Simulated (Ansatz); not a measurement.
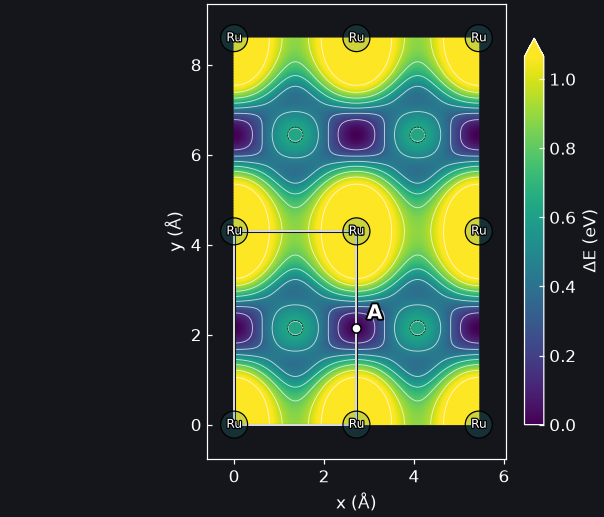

Si on a Ru(100) slab cut from the P6_3/mmc phase, its upper half relaxed before the scan (6 atoms of substrate and one adsorbate in a 1 × 1 cell). Si is moved over the surface cell; relaxed at each place: the height of the adsorbate's atoms; substrate rigid; the origin of the map has the adsorbate above Ru6. Places are given modulo a cell vector. The map is drawn in real space over the plane of the surface. The grid has 6 × 10 points; 24 points were computed and 36 follow by symmetry. All energies are given in eV relative to the lowest grid point. With one adsorbate in each 1 × 1 cell, its nearest image is 2.7 Å away, so neighbouring adsorbates interact. These are results of DFT PBE, scalar-relativistic, plane waves, PAW (Ansatz 0.2.0), not measurements. Settings: cutoff 420 eV, k-mesh 10×6×1, gaussian smearing 0.1 eV, no spin polarisation.

Drawn: a smooth colour map with a few white contour lines, labelled circles for the atoms of the top layer and small ones for the second layer, the outline of one cell of the 2 × 2 shown, one colour for all values above the top of the scale, the point A. Between grid points the surface is interpolated.

Q: Find the lowest pass out of the well at A.

A: The easiest path leads from the well at the trough between two rows of top atoms, (0/6, 5/10) of the cell vectors to the well at (3/6, 7/10) of the cell vectors [nearest 3 Ru at 2.46 Å], about 0.39 eV higher. Its highest point lies about 0.43 eV above the bottom of the first well on the interpolated surface, at about (0.66, 0.64) of the cell vectors. Seen from the upper well the barrier is about 0.038 eV. This is the barrier on the constrained surface; relaxing the other coordinates would change it. Long-range motion along the hardest cell direction needs about 0.89 eV, so the motion is anisotropic.

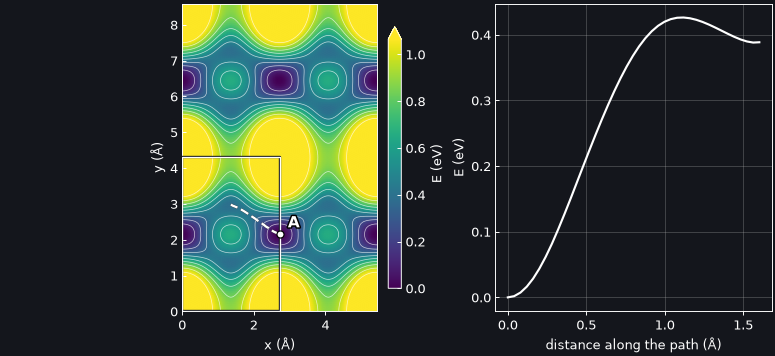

The picture shows a smooth colour map with a few white contour lines, a line along the lowest path, the outline of one cell of the 2 × 2 shown, one colour for all values above the top of the scale, the energy along the path at the right. Between grid points the surface is interpolated.

PAW datasets: the set soft_1.
